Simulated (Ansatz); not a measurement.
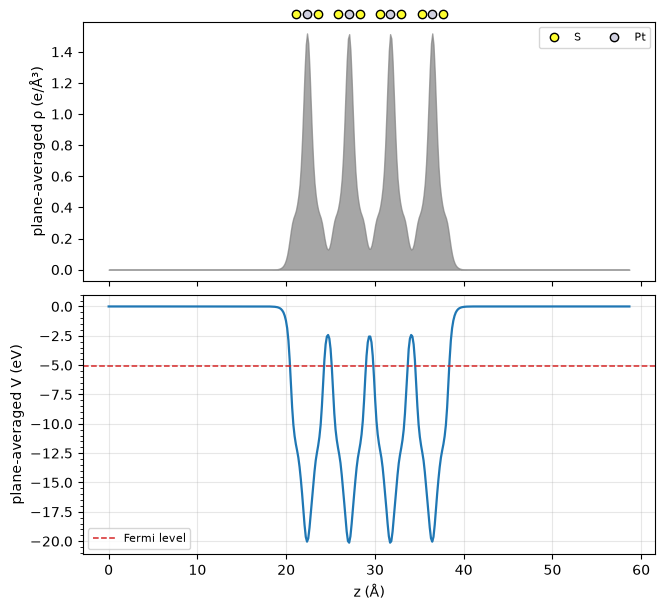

The picture shows: PtS2 (slab). Plane average of the electrostatic potential energy of an electron and of the valence charge density (pseudo) across the slab. Circles mark the heights of the atoms.

All numbers below come from DFT PBE+D3(BJ), scalar-relativistic, plane waves, PAW in Ansatz 0.2.0.

In a PAW calculation such maps are meaningful between the atoms, not at the nuclei.

Input

```
crystal:
  lattice:
    - [3.5716127213, 0.0, 0.0]
    - [-1.7858063606, 3.0931073491, 0.0]
    - [0.0, 0.0, 58.808916621]
  atoms:
    - { symbol: S, position: [0.6666666667, 0.3333333333, 0.3590827309] }
    - { symbol: Pt, position: [0.0, 0.0, 0.3800907917] }
    - { symbol: S, position: [0.3333333333, 0.6666666667, 0.4005492503] }
    - { symbol: S, position: [0.6666666667, 0.3333333333, 0.4394697351] }
    - { symbol: Pt, position: [0.0, 0.0, 0.46010066] }
    - { symbol: S, position: [0.3333333333, 0.6666666667, 0.4807170292] }
    - { symbol: S, position: [0.6666666667, 0.3333333333, 0.5192829708] }
    - { symbol: Pt, position: [0.0, 0.0, 0.53989934] }
    - { symbol: S, position: [0.3333333333, 0.6666666667, 0.5605302649] }
    - { symbol: S, position: [0.6666666667, 0.3333333333, 0.5994507497] }
    - { symbol: Pt, position: [0.0, 0.0, 0.6199092083] }
    - { symbol: S, position: [0.3333333333, 0.6666666667, 0.6409172691] }
  periodic: [true, true, false]
basis:
  ecutwfc: 420
kpoints:
  mp_grid: { grid: [12, 12, 1] }
  band_path:
    path:
      - [0.0, 0.0, 0.0]
      - [0.05, 0.0, 0.0]
      - [0.1, 0.0, 0.0]
      - [0.15, 0.0, 0.0]
      - [0.2, 0.0, 0.0]
      - [0.25, 0.0, 0.0]
      - [0.3, 0.0, 0.0]
      - [0.35, 0.0, 0.0]
      - [0.4, 0.0, 0.0]
      - [0.45, 0.0, 0.0]
      - [0.5, 0.0, 0.0]
      - [0.4833333333, 0.0333333333, 0.0]
      - [0.4666666667, 0.0666666667, 0.0]
      - [0.45, 0.1, 0.0]
      - [0.4333333333, 0.1333333333, 0.0]
      - [0.4166666667, 0.1666666667, 0.0]
      - [0.4, 0.2, 0.0]
      - [0.3833333333, 0.2333333333, 0.0]
      - [0.3666666667, 0.2666666667, 0.0]
      - [0.35, 0.3, 0.0]
      - [0.3333333333, 0.3333333333, 0.0]
      - [0.3, 0.3, 0.0]
      - [0.2666666667, 0.2666666667, 0.0]
      - [0.2333333333, 0.2333333333, 0.0]
      - [0.2, 0.2, 0.0]
      - [0.1666666667, 0.1666666667, 0.0]
      - [0.1333333333, 0.1333333333, 0.0]
      - [0.1, 0.1, 0.0]
      - [0.0666666667, 0.0666666667, 0.0]
      - [0.0333333333, 0.0333333333, 0.0]
      - [-0.020833, 0.010417, 0.0]
      - [0.0, 0.289063, 0.0]
    npoints: 1
hamiltonian:
  xc: pbe
  dispersion: d3bj
scf:
  occupations: { method: gaussian, width: 0.02 }
  n_extra_bands: 6
output:
  forces: true
  stress: true
  eigenvalues: true
  write_density: true
  write_potential: true
  elf: true
  volumetric_format: npy
```

Launched as:

```sh
ansatz run input.yaml --threads 4 --pin off --max-ram 10240MiB --backend cpu --events-out ev --progress --plain --runs-dir out
```

### How far above the Fermi level of the calculation is the vacuum level?

5.0 eV. The slab has a gap, so the Fermi level lies inside it and this isn't a work function in the metallic sense.

### What are the slab's thickness and the vacuum gap?

The outermost nuclei are 16.6 Å apart, in 12 atomic planes; the vacuum between periodic images is 42.2 Å wide.
